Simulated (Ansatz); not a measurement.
P (P6/mmm, No. 191): the geometry given to an electronic-structure calculation, possibly off equilibrium; the starting structure was generated, so it need not be a known form of this composition.

```
P
1.0
     4.73997    0.00000    0.00000
    -2.36999    4.10494    0.00000
     0.00000    0.00000    2.55165
P
3
Direct
  0.00000 0.00000 0.00000
  0.33333 0.66667 0.50000
  0.66667 0.33333 0.50000
```

> What will an integrated-DPC-like image along [102] show? Simulated as the projected potential of neutral atoms (B = 0.3 Å²) blurred by a 0.51 Å probe, the thin-sample limit of integrated differential phase contrast. Shot noise and a slight drift were added.

The columns repeat on a rectangular net of 1.74 × 4.10 Å (plane group p2mm). All columns are alike (P). The shortest distance between visible columns is 1.37 Å in projection. Along the beam the structure repeats every 6.96 Å.

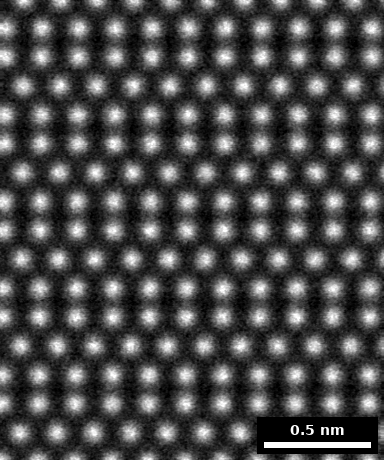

The simulated image.
